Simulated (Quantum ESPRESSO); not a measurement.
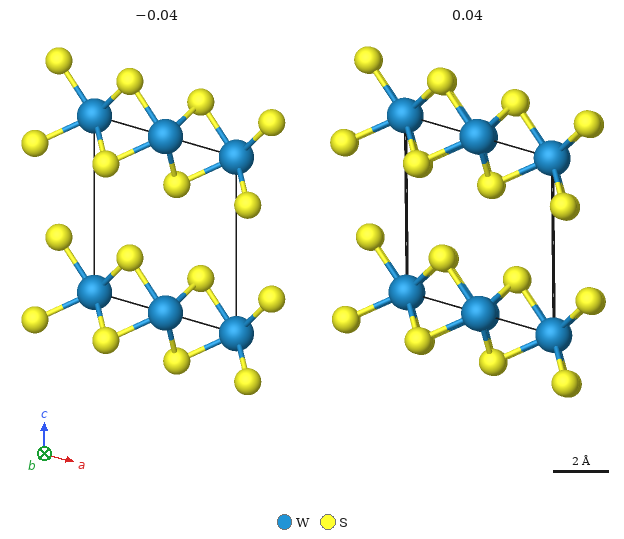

Crystalline WS2 (set up in P1), held at several strains, with the atoms relaxed (per unit of the tabulated number the cell is strained by 0.5 along [2 1 0], −0.5 roughly along b). The picture shows the first and the last member. A ball-and-stick model of the larger cell on standard axes (2 times the calculation's cell), seen along the b axis.

Computed with Quantum ESPRESSO 7.5: PBEsol, GBRV 1.5 PBEsol. Settings: plane-wave cutoff 761.9 eV; k-point mesh 6 × 6 × 6; occupations fermi-dirac; smearing width 0.05 eV; no spin polarisation.

```json
{"strain": "−0.04", "energy (meV/atom)": "8.54"}
{"strain": "−0.02", "energy (meV/atom)": "2.14"}
{"strain": "−0.01", "energy (meV/atom)": "0.53"}
{"strain": "0", "energy (meV/atom)": "0.00"}
{"strain": "0.01", "energy (meV/atom)": "?"}
{"strain": "0.02", "energy (meV/atom)": "2.14"}
{"strain": "0.04", "energy (meV/atom)": "8.54"}
```

Q: Estimate the missing row from the others, and compare with the calculation.

A: A parabola through three neighbouring rows (−0.01, 0, 0.02) gives, with Lagrange weights, (−0.3333)(0.53) + (1.0000)(0.00) + (0.3333)(2.14) = 0.54 meV/atom. The calculation gives 0.53 meV/atom. The estimate is 0.01 meV/atom too high. From the first member to the last: W–W 3.103 → 3.213 Å, W–W 3.213 → 3.103 Å, S–W 2.387 → 2.417 Å.

The whole series:

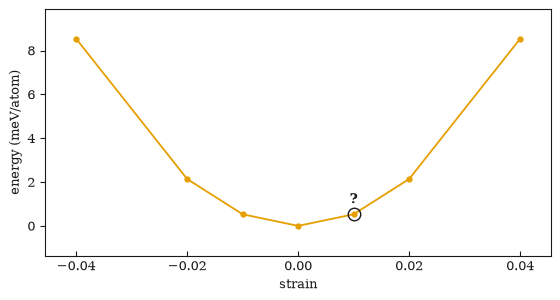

Each member starts from this one structure; whether another phase lies lower wasn't checked.
